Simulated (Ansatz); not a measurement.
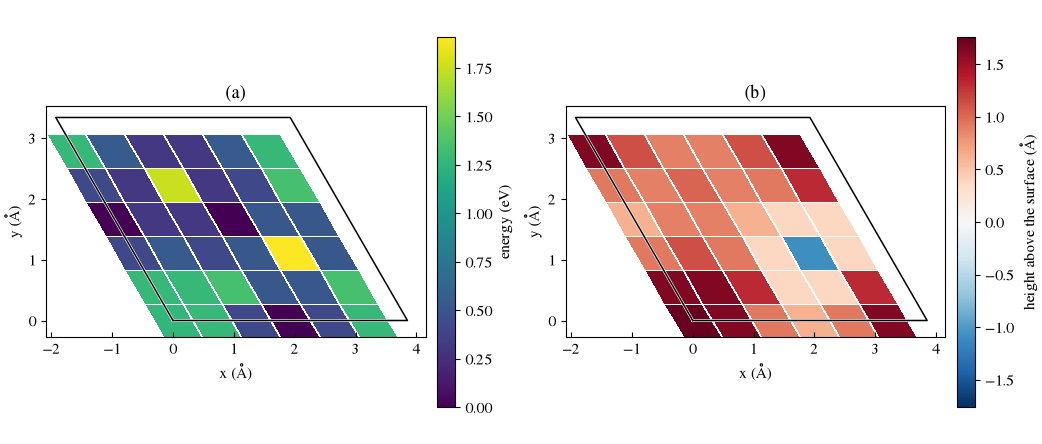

N on a Si(001) slab cut from the P6_3/mmc phase, its upper half relaxed before the scan (6 atoms of substrate and one adsorbate in a 1 × 1 cell). N is moved over the surface cell; relaxed at each place: the height of the adsorbate's atoms; substrate rigid; the origin of the map has the adsorbate above Si6. Places are given modulo a cell vector. The map is drawn in real space over the plane of the surface. Grid: 6 × 6 points; 10 points were computed and 26 follow by symmetry. Energies: eV, counted from the lowest grid point. At some places the adsorbate sinks to or below the level of the top layer. With one adsorbate in each 1 × 1 cell, its nearest image is 3.9 Å away, so neighbouring adsorbates interact. Theory: Ansatz 0.2.0, DFT PBE, scalar-relativistic, plane waves, PAW. Settings: cutoff 420 eV, k-mesh 9×9×1, gaussian smearing 0.05 eV, spin-polarised.

Panel (a) is the energy and panel (b) the computed height above the surface on the same grid.

Drawn: one coloured cell a grid point, the outline of one cell of the plane.

Q: How does the height above the surface vary over the map, and what is it at the lowest grid point?

A: It runs from −1.09 Å at a place at or below the level of the top layer, (4/6, 2/6) of the cell vectors to 1.76 Å at the top site over a surface Si atom, (0/6, 0/6) of the cell vectors. At the lowest grid point, a bridge site between two Si atoms, (0/6, 3/6) of the cell vectors, it is 0.62 Å.

PAW datasets: the set soft_1.
